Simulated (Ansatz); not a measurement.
# Run report: FeNi3, band-structure calculation

The run: band-structure calculation of FeNi3 (Pm-3m, 4 atoms in the cell). Method and program: DFT PBE, scalar-relativistic, plane waves, PAW, spin-polarised (Ansatz 0.2.0).

The structure derives from an entry of the Crystallography Open Database. Figures and captions count atoms from 1; the log counts them from 0 in places.

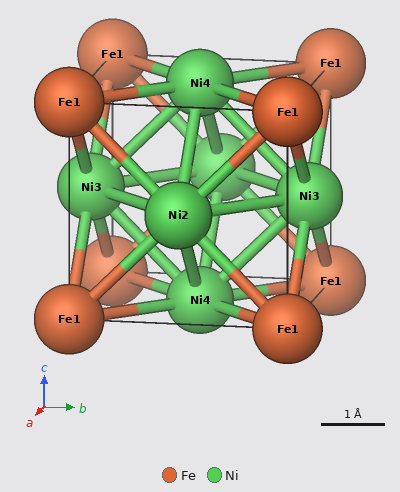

**Figure 1.** The input geometry (ball-and-stick view of the cell of the calculation, seen slightly off an axis; atoms are numbered from 1 in the order of the input). Near neighbours in the crystal (not all of them lie inside the picture): Fe has 12 Ni at 2.51 Å; Ni has 4 Fe at 2.51 Å and 8 Ni at 2.51 Å.

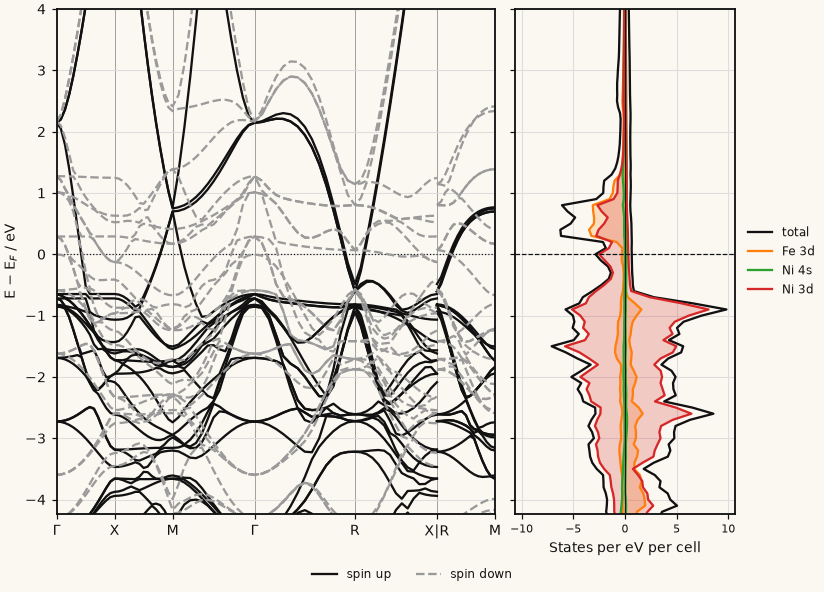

**Figure 2.** Band structure along Γ–X–M–Γ–R–X|R–M and density of states (projected on Löwdin-orthogonalised atomic shells), with energies from the Fermi level. Bands cross the Fermi level: a metal at this level of theory.

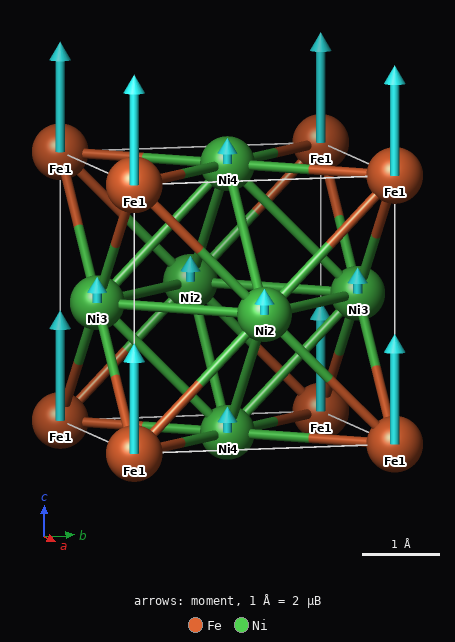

**Figure 3.** Magnetic moments of the sites as teal arrows (ball-and-stick view of the cell of the calculation, seen slightly off an axis; atoms are numbered from 1 in the order of the input); small moments hardly show. The run is collinear, so the axis drawn is arbitrary. Site moments: Fe1 (2.91 μB); all 3 Ni atoms (0.68 μB). They are counted near the atoms and needn't add up to the moment of the cell.

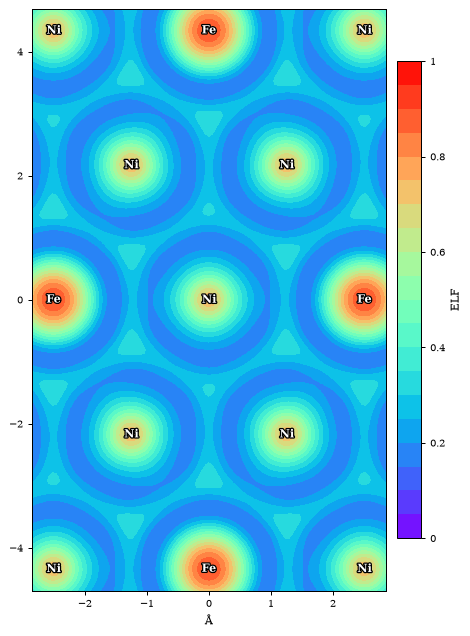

**Figure 4.** Electron localisation function on the (111) plane of the conventional cell. The section cuts through Fe and Ni sites. Fe–Ni (2.51 Å): the ELF is about 0.25 at the midpoint; no localised pair between them. Ni–Ni (2.51 Å): the ELF is about 0.25 at the midpoint (no shared electron pair). The strong features right at Fe and Ni lie inside the PAW spheres (semicore, d or f shells) and say nothing about bonding. In a PAW calculation such maps are meaningful between the atoms, not at the nuclei.

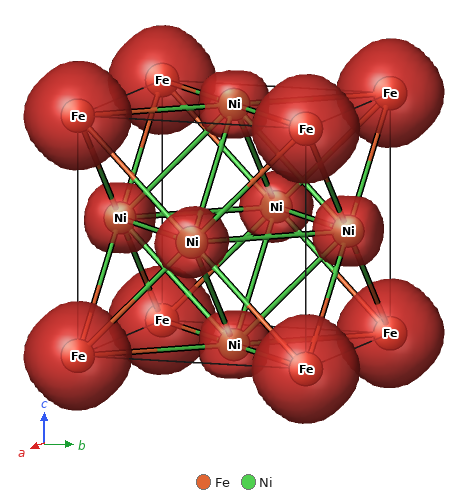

**Figure 5.** Isosurface of the spin density (up minus down) at +0.3 e/Å³ (red), seen slightly off an axis. Sticks mark near contacts. The outline is the cell set on symmetry axes. The cell of the calculation (4 atoms) carries 4.8 μB net.

These pictures come from the run below.

Input file:
```yaml
crystal:
  lattice:
    - [3.5436896736, 0.0, 0.0]
    - [0.0, 3.5436896736, 0.0]
    - [0.0, 0.0, 3.5436896736]
  atoms:
    - { symbol: Fe, position: [0.0, 0.0, 0.0], spin: 3.2 }
    - { symbol: Ni, position: [0.0, 0.5, 0.5], spin: 0.75 }
    - { symbol: Ni, position: [0.5, 0.0, 0.5], spin: 0.75 }
    - { symbol: Ni, position: [0.5, 0.5, 0.0], spin: 0.75 }
basis:
  ecutwfc: 420
kpoints:
  mp_grid: { grid: [12, 12, 12] }
  band_path:
    path:
      - [[0.0, 0.0, 0.0], [0.0, 0.5, 0.0], [0.5, 0.5, 0.0], [0.0, 0.0, 0.0], [0.5, 0.5, 0.5], [0.0, 0.5, 0.0]]
      - [[0.5, 0.5, 0.5], [0.5, 0.5, 0.0]]
    npoints: 14
hamiltonian:
  xc: pbe
scf:
  occupations: { method: gaussian, width: 0.1 }
  n_extra_bands: 10
output:
  forces: true
  stress: true
  eigenvalues: true
  populations: true
  dos: { projected: true, de: 0.02, nscf_kmesh: { grid: [18, 18, 18] } }
  bader: true
  write_density: true
  write_potential: true
  elf: true
  volumetric_format: npy
magnetization:
  spin_polarized: true
checkpoint:
  read: start.run
  write: ck
  compress: false
  write_wavefunctions: false
  write_every: 100000
```

Launch command:
```bash
ansatz run input.yaml --threads 1 --pin off --max-ram 2560MiB --backend cpu --events-out ev --progress --plain --runs-dir out
```

The program's output:
```
Warning: the band count 45 (scf.n_extra_bands) hosts the net moment |M| = 5.4500 μB (N_el = 70) but caps the reachable moment at 2·n_bands − N_el = 20.0000 μB, below the 46 bands that the automatic rule leaves for it — a moment growing past the seed, or the majority channel's smearing tail, pins there with fewer empty majority states than that count leaves; raise or omit scf.n_extra_bands unless the cap is intended
Warning: checkpoint.read: spin seed differs: saved 34006b38209a…, current 26531474617e…; the loaded state replaces the seed-built initial guess (but the starting_ns of a DFT+U solve that opens without the state's occupation matrices), so the run may converge into the producing seed's basin, or, where the symmetry group that follows from this deck's starting moments and starting_ns does not hold the saved magnetisation, lose that magnetisation at its first build. Where atoms have moved since the state was saved, this difference can also decide whether moments are moved with them. A self-consistent run of this deck without the state starts from its starting moments and, under a DFT+U term, its starting_ns
scf.n_extra_bands = 10 over 35 filled bands (N_el = 70.0): the run solves 45 bands
Engine: ansatz 0.2.0, x86_64-unknown-linux-gnu
Pseudopotentials: kind: paw
Pseudopotential: Fe, paw, valence charge 16, recommended cutoff 420 eV (normal), Fe.paw.azcp
Pseudopotential: Ni, paw, valence charge 18, recommended cutoff 420 eV (normal), Ni.paw.azcp
Functional definition: PBE
  parameter kappa = 0.804
  parameter beta = 0.06672455060314922
  exchange = pbe_x(kappa = kappa, mu = beta*pi^2/3)
  correlation = pbe_c(beta = beta)
Crystal: 4 atoms, lattice volume = 44.501 Å³
Basis set: ecut = 420 eV, 895 PW (Γ), exchange–correlation on 48×48×48 points (8 copies of the dense FFT grid, shifted against one another)
Bands: 45, of which v1, the nominal top of the filled ones, is band 35 counted from 1 (34 counted from 0)
Symmetry: 48 space group operations
Space group: Pm-3m (ITA 221), of the structure as read, at distance tolerance 3.5e-5 Å
Magnetic group: BNS 221.92 (UNI 1594), of the structure as read, at distance tolerance 3.5e-5 Å
k-points: 84 of 1728
Non-local potential: Fe, projectors of the file, l = 0: 3, l = 1: 2, l = 2: 3, l = 3: 1
Non-local potential: Ni, projectors of the file, l = 0: 3, l = 1: 2, l = 2: 3, l = 3: 1
PAW form: soft (Blöchl's): semilocal exchange-correlation on the pseudo side does not see the compensation charge
PAW one-centre angular grid: Fe, 590 points (default); XC on 64 Gauss nodes
PAW one-centre angular grid: Ni, 590 points (default); XC on 64 Gauss nodes
Initial density: read from a saved state, or passed on in memory by an earlier SCF of this step, an earlier step, the calling program or the single point that the run made first
Stability of the state it starts from, as read at its close in the collinear treatment: not read negative (Ritz values of 1 − χ₀K, real part plus size of imaginary part, from 0.89 to 1.3, by its mixing steps under the symmetry group of the SCF that read it); its run was given moments
Starting moments: Σ|m| = 5.45 μB on 4 of 4 sites; this step starts from the density that it was given
Initial wavefunctions: pseudopotential atomic-orbital guess
Functional: x = pbe(κ = 0.804, μ = 0.2195149727645171), c = pbe(β = 0.06672455060314922)
iter 1 solved again at ethr=7.54e-9 eV; its pass at ethr=3.10e-3 eV (dr2=5.28e-6 eV) is discarded
SCF iter   1: F=—  HF=-22000.016246 eV  |F-HF|=—  |Δ(HF+E_count)|=         —  Δρ=9.14e-7 (↑3.11e-7 ↓9.14e-7)  dr2=4.39e-10  dr2_m=6.27e-11  M=4.811 μB ∫|m|=5.302 μB  β_m=0.30  ethr=7.54e-9  ⟨swp⟩=3.9  Hψ=47287  notcnv=0
preconditioner: auto → Kerker (q_TF=auto, 2.942 Å⁻¹)  [metal: Δε(μ)=0.002 eV  Ē_g=8.666 eV  σ=0.100 eV  W_gap=0.01  n_scr=18 (ndim 8)  ℏωp=34.3 eV  f_vac=0.000  D(μ)=2.93/eV (n_scr^D=26)]
spin=Collinear: Kerker preconditioning applied to the charge; magnetization (m = ρ↑ − ρ↓) channel mixes plain (no charge-response kernel on spin).
SCF iter   2: F=-22000.016246 eV  HF=-22000.016246 eV  |F-HF|=1.66e-9  |Δ(HF+E_count)|=   1.83e-9  Δρ=1.68e-6 (↑4.69e-7 ↓1.68e-6)  dr2=1.71e-9  dr2_m=1.58e-10  M=4.811 μB ∫|m|=5.302 μB  ethr=1.00e-12  ⟨swp⟩=9.8  Hψ=44926  notcnv=0
SCF 1 converged in 2 iterations: F = -22000.016246 eV  dr2 = 1.71e-9
  greatest PAW one-centre occupation: 1.002 electrons in one spin orbital (limit 2), on the Fe atom at site 0 (counted from 0), in its partial waves of l = 1
NSCF: frozen V_eff on 86 k-points
NSCF: frozen V_eff on 220 k-points
SCF converged after 2 iterations
Magnetization: 4.8109 μB (37.4054 up, 32.5946 down)
Absolute magnetization: 5.3045 μB (∫|ρ↑−ρ↓|, with the PAW one-centre terms)
Spin contamination: 0.1025 ħ² per cell (⟨S²⟩ above its minimum at these occupations)
Per-site moments (μB) at R_I (Å): [(2.91155134373034, 1.0336288869321126), (0.6838869670796978, 1.0336288869321126), (0.6838869670796981, 1.0336288869321126), (0.6838869670796985, 1.0336288869321126)]
Free energy (F): -22000.016246 eV
Harris-Foulkes:  -22000.016246 eV  (|F-HF|=1.66e-9)
Internal energy: -22000.001603 eV  (E = F + TS)
E sigma→0 (E₀):  -22000.008925 eV
Entropy (-TS):   -0.014643 eV (-3.661 meV/atom)
Fermi energy:    18.299278 eV
--- Per-component energies (eV) ---
  E_band       = -1080.695632
  E_kinetic    = 1194.208419
  E_local      = -12488.442729  (includes V_loc(G=0)·N_el)
  E_nonlocal   = 2126.094748
  E_hartree    = 5220.514172
  E_xc         = -371.928261
  E_vxc        = -479.355328  (∫ρ·V_xc dr)
  E_paw        = -6255.580773  (= ΣΔE_a)
  E_vpaw       = -1874.233260  (= ΣTr[D̂ρ^β])
  E_aug_tail   = 0.001702  (compensation charges beyond the density's cutoff)
  E_ewald      = -11424.868882
  E_smearing   = -0.014643  (= −TS)
  E_closure    = -0.000000  (closes the sum)
  Σ components = -22000.016246   (vs F -22000.016246, Δ=0.00e0)
--- Forces (eV/Å), atoms counted from 1 ---
  atom   1  Fe    -0.00000000     0.00000000    -0.00000000
  atom   2  Ni     0.00000000    -0.00000000     0.00000000
  atom   3  Ni    -0.00000000     0.00000000     0.00000000
  atom   4  Ni    -0.00000000     0.00000000     0.00000000
  max |Σ_I F_I| component: 5.26e-29 eV/Å
--- Stress (GPa, compression-positive) ---
        0.000701       0.000000      -0.000000
        0.000000       0.000701      -0.000000
        0.000000       0.000000       0.000701
  P = ⅓ Tr σ = 0.0007 GPa (0.007 kbar)
--- Band table (eV; the first three rows and the last of 168) ---
  k-point 0 ↑: bands = ["-85.4828", "-85.4525", "-85.4525", "-70.8812", "-45.9151", "-45.9151", "-45.9151", "-45.8473", "-45.8473", "-45.8473", "-45.7715", "-45.7715", "-45.7715", "-36.9087", "-36.9087", "-36.9087", "9.1047", "12.9511", "12.9511", "13.6129", "13.6972", "13.6972", "13.6972", "15.5713", "15.5713", "15.5713", "16.6100", "16.6100", "17.4456", "17.4456", "17.4759", "17.5794", "17.5794", "17.5794", "17.6503", "17.6503", "17.6503", "20.4430", "20.4430", "20.4430", "27.0748", "27.0748", "27.4733", "32.3499", "32.3499"]
  k-point 1 ↑: bands = ["-85.4823", "-85.4529", "-85.4525", "-70.8811", "-45.9138", "-45.9138", "-45.9130", "-45.8476", "-45.8476", "-45.8474", "-45.7738", "-45.7725", "-45.7725", "-36.9091", "-36.9088", "-36.9088", "9.1949", "12.9801", "12.9940", "13.6459", "13.7245", "13.7283", "13.7283", "15.5387", "15.5957", "15.5957", "16.5759", "16.6203", "17.3930", "17.3930", "17.4048", "17.4223", "17.4514", "17.5775", "17.5775", "17.5794", "17.6503", "19.9704", "20.7313", "20.7313", "27.0964", "27.2968", "27.8924", "32.0155", "32.0155"]
  k-point 2 ↑: bands = ["-85.4810", "-85.4543", "-85.4525", "-70.8811", "-45.9100", "-45.9100", "-45.9069", "-45.8487", "-45.8487", "-45.8476", "-45.7803", "-45.7751", "-45.7751", "-36.9101", "-36.9089", "-36.9089", "9.4626", "13.0475", "13.1161", "13.7440", "13.8048", "13.8219", "13.8219", "15.4439", "15.6667", "15.6667", "16.4761", "16.6497", "16.9246", "16.9246", "17.2860", "17.3247", "17.4121", "17.4402", "17.4402", "17.5794", "17.6505", "18.9169", "21.4325", "21.4325", "27.1640", "27.4018", "29.3575", "30.9425", "30.9425"]
  k-point 83 ↓: bands = ["-84.5708", "-84.5708", "-84.5708", "-67.5073", "-45.0794", "-45.0496", "-45.0496", "-45.0496", "-44.9286", "-44.9286", "-44.9286", "-44.9006", "-44.9006", "-33.6163", "-33.6163", "-33.6163", "13.7924", "13.7924", "13.7924", "13.9131", "16.4222", "16.4222", "16.4222", "16.5916", "16.5916", "16.5916", "16.8822", "16.8822", "17.6953", "17.7293", "17.7293", "17.7293", "18.3666", "18.3666", "18.3666", "19.1009", "19.1009", "19.1009", "19.4432", "19.4432", "24.5023", "24.5023", "24.5023", "24.9744", "39.3325"]
--- Löwdin populations: 4 sites ---
  site symbol       q [e]    m [muB]
     0     Fe     15.6983     2.9505
     1     Ni     17.7971     0.6770
     2     Ni     17.7971     0.6770
     3     Ni     17.7971     0.6770
  spilling = 0.013006 (of n_electrons = 70.000000)
--- Bader charges: 4 sites ---
  site symbol  charge [e]  shift [e]    m [muB]
     0     Fe      0.4144     0.0014     2.9414
     1     Ni     -0.1381     0.0005     0.6232
     2     Ni     -0.1381     0.0005     0.6232
     3     Ni     -0.1381     0.0005     0.6232
  estimated error of the sums over rays = 4.5e-4 e
```

File bader_charges.tsv:
```
# site	symbol	x_ang	y_ang	z_ang	partial_charge_e	electrons	volume_ang3	relative_density_drop	shared_charge_e	partial_wave_shift_e	spin_moment_mub
# quadrature_error_electrons = 4.5e-4
0	Fe	0.0000	0.0000	0.0000	0.41438	25.58562	10.58	-	0.41438	0.00136	2.94143
1	Ni	0.0000	1.7718	1.7718	-0.13813	28.13813	11.31	-	-0.13813	0.00045	0.62315
2	Ni	1.7718	0.0000	1.7718	-0.13813	28.13813	11.31	-	-0.13813	0.00045	0.62315
3	Ni	1.7718	1.7718	0.0000	-0.13813	28.13813	11.31	-	-0.13813	0.00045	0.62315
```

File populations.tsv:
```
# site	symbol	l	j	q_up	q_dn
# orbitals = lowdin
# n_electrons = 70.000000
# spilling = 0.013006
0	Fe	0_3S	-	0.994087	0.994727
0	Fe	0_4S	-	0.489299	0.495113
0	Fe	1_3P	-	2.998747	2.998527
0	Fe	2_3D	-	4.842277	1.885514
1	Ni	0_3S	-	0.997901	0.997918
1	Ni	0_4S	-	0.469506	0.490388
1	Ni	1_3P	-	2.999126	2.998980
1	Ni	2_3D	-	4.770495	4.072785
2	Ni	0_3S	-	0.997901	0.997918
2	Ni	0_4S	-	0.469506	0.490388
2	Ni	1_3P	-	2.999126	2.998980
2	Ni	2_3D	-	4.770495	4.072785
3	Ni	0_3S	-	0.997901	0.997918
3	Ni	0_4S	-	0.469506	0.490388
3	Ni	1_3P	-	2.999126	2.998980
3	Ni	2_3D	-	4.770495	4.072785
```

Key numbers:

| quantity | value |
| --- | --- |
| outcome | converged |
| space group (tolerance 0.01 Å) | Pm-3m (221) |
| electrons treated | 70 |
| free energy | −22000.0162 eV |
| Fermi energy | 18.299 eV |
| gap on the k-point mesh | none (metallic) |
| net moment of the cell | 4.81 μB |
| integrated absolute moment | 5.30 μB |
| pressure | 0.00 GPa |
| largest force (length of the vector) | under 0.001 eV/Å |
| hardware | 1 thread of Intel Xeon (Emerald Rapids), 128 GiB of memory available, shared host |
| wall time | 46 s |
| peak memory | 0.72 GiB |

Notes on the run: the state was not tested for a lower one.
